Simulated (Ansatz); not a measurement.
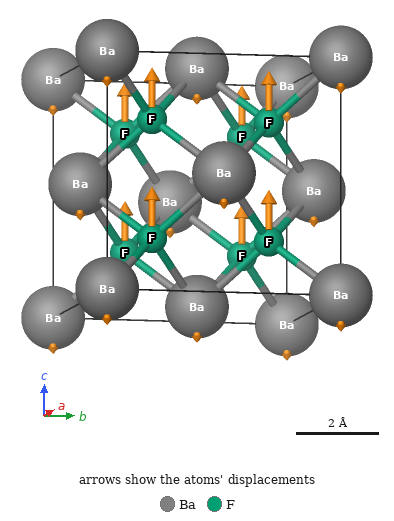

Phonons of solid BaF₂ relaxed at 16 GPa, space group Fm-3m (No. 225), at the zone centre. The optical levels lie at 258 (×3), 310 (×3) cm⁻¹. One mode is drawn. The orange arrows are the displacements of the atoms (eigenvector over the root of the mass), of arbitrary overall length and sign. A ball-and-stick model of the conventional cell (4 times the calculation's cell), seen from a free direction. Lengths and directions refer to the drawn axes.

Level of theory: DFT PBE, scalar-relativistic, plane waves, PAW in Ansatz. (plane-wave cutoff 420 eV; k-point mesh 8 × 8 × 8; occupations fixed; target pressure 16 GPa; no spin polarisation)

Frequencies are those without the non-analytic (LO–TO) term.

Question: To which level does it belong?

Answer: The level at 258 cm⁻¹. This is the T₁u mode (triply degenerate; one member of the set is drawn), the lowest optical level, infrared-active by symmetry. The F sublattice moves against the Ba sublattice, along c; the kinetic energy is shared as F 78 %, Ba 22 %. Its infrared intensity is 17 (D/Å)²/amu for the set. The value is the transverse one; the longitudinal partner lies at 404 cm⁻¹.
